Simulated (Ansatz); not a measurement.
```
Si O
1.0
     9.03849    0.00000    0.00000
     0.00000   10.11648    0.00000
     0.00000    0.00000    8.92485
Si O
16 32
Direct
  0.16976 0.86470 0.90783
  0.66976 0.36470 0.90783
  0.33024 0.86470 0.59217
  0.83024 0.36470 0.59217
  0.16976 0.13530 0.09217
  0.66976 0.63530 0.09217
  0.33024 0.13530 0.40783
  0.83024 0.63530 0.40783
  0.33024 0.36470 0.90783
  0.83024 0.86470 0.90783
  0.33024 0.63530 0.09217
  0.83024 0.13530 0.09217
  0.16976 0.36470 0.59217
  0.66976 0.86470 0.59217
  0.16976 0.63530 0.40783
  0.66976 0.13530 0.40783
  0.32193 0.50000 0.00000
  0.82193 0.00000 0.00000
  0.25000 0.61468 0.25000
  0.75000 0.11468 0.25000
  0.17807 0.50000 0.50000
  0.67807 0.00000 0.50000
  0.00000 0.67593 0.37995
  0.50000 0.17593 0.37995
  0.25000 0.11468 0.25000
  0.75000 0.61468 0.25000
  0.25000 0.38532 0.75000
  0.75000 0.88532 0.75000
  0.17807 0.00000 0.00000
  0.67807 0.50000 0.00000
  0.25000 0.88532 0.75000
  0.75000 0.38532 0.75000
  0.25000 0.25000 0.00000
  0.75000 0.75000 0.00000
  0.00000 0.82407 0.87995
  0.50000 0.32407 0.87995
  0.00000 0.32407 0.62005
  0.50000 0.82407 0.62005
  0.00000 0.17593 0.12005
  0.50000 0.67593 0.12005
  0.32193 0.00000 0.50000
  0.82193 0.50000 0.50000
  0.25000 0.75000 0.00000
  0.75000 0.25000 0.00000
  0.25000 0.25000 0.50000
  0.75000 0.75000 0.50000
  0.25000 0.75000 0.50000
  0.75000 0.25000 0.50000
```

Space group Cmce; a structure from a database of computed crystals, not necessarily the ambient phase.

Computed with DFT LDA, scalar-relativistic, plane waves, PAW in Ansatz.

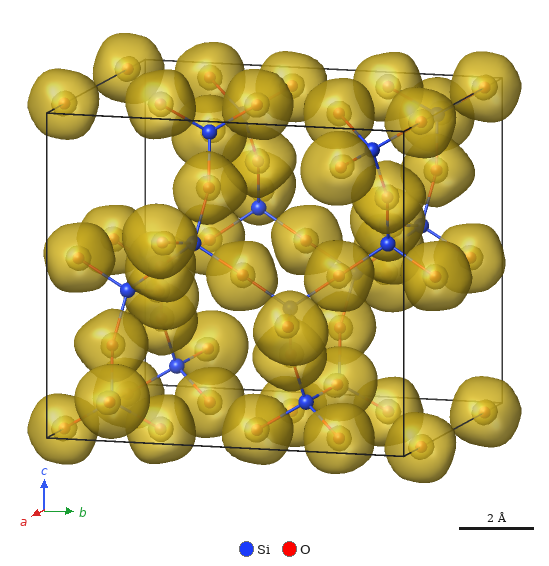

SiO2. Isosurface of the ELF at 0.65 (yellow), seen slightly off an axis. Only the valence region is drawn (cores and ρ < 0.01 e/Å³ removed). Sticks mark near contacts.

Core electrons are frozen (PAW), and the valence fields are smoothed inside the atomic spheres.

> Identify the bonds, lone pairs and shells in this picture.

The ELF exceeds this value in 32 regions on O in which the atom's valence shell and bonds are merged, counted in one cell of 48 atoms. Regions shared between cells count once. Along the contacts the grid gives the following. Si–O (1.60 Å): the ELF peaks at about 0.85 between the atoms: a short, strongly polar bond.

> Does the calculation make it a metal, or give it a gap?

It is gapped, with a Kohn–Sham gap of 5.4 eV on the k-point mesh, an upper bound to the gap of this method.
